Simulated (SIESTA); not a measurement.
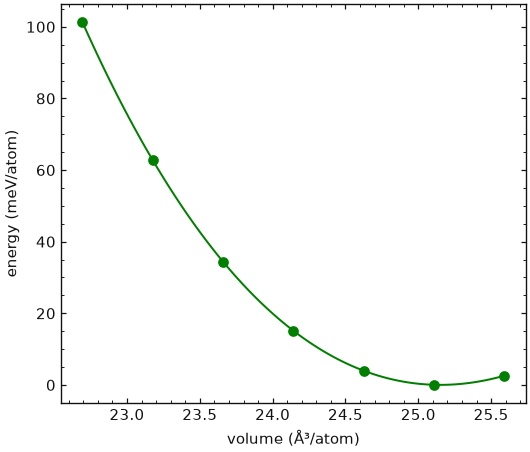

The figure shows the energy against volume for Te₂Pt, space group P-3m1 (No. 164).

Cell as given: a = 4.010 Å, b = 4.010 Å, c = 5.201 Å, α = 90.00°, β = 90.00°, γ = 120.00°; 3 atoms.

Calculation (SIESTA 5.4.2): DFT in numerical atomic orbitals with pseudopotentials, no spin polarisation; energies at scaled volumes of the given cell, shape and fractions fixed, counted from the fit's minimum, third-order Birch-Murnaghan fit. Level: LDA.

k mesh 8×8×5; occupations Fermi–Dirac; smearing width 0.05 eV; potentials PseudoDojo 0.4 standard, converted to PSML, two zetas on semicore shells; program settings basis DZP, mesh cutoff 800 Ry.

Q: What equilibrium volume and bulk modulus follow from the curve?

A: A third-order Birch–Murnaghan fit gives V0 = 25.15 Å³/atom, B0 = 110 GPa and B′ = 4.9.

Limits of the calculation: mulliken charges of long orbitals; short basis over semicore shells; spin-orbit coupling left out, heavy elements; shape and atomic fractions are frozen while scaling, which makes layered, chain and framework solids too stiff.

The computed values:

```
volume (Å³/atom)  energy (meV/atom)
           22.69                101
           23.18                 63
           23.66                 34
           24.14                 15
           24.63                  4
           25.11                  0
           25.59                  3
```
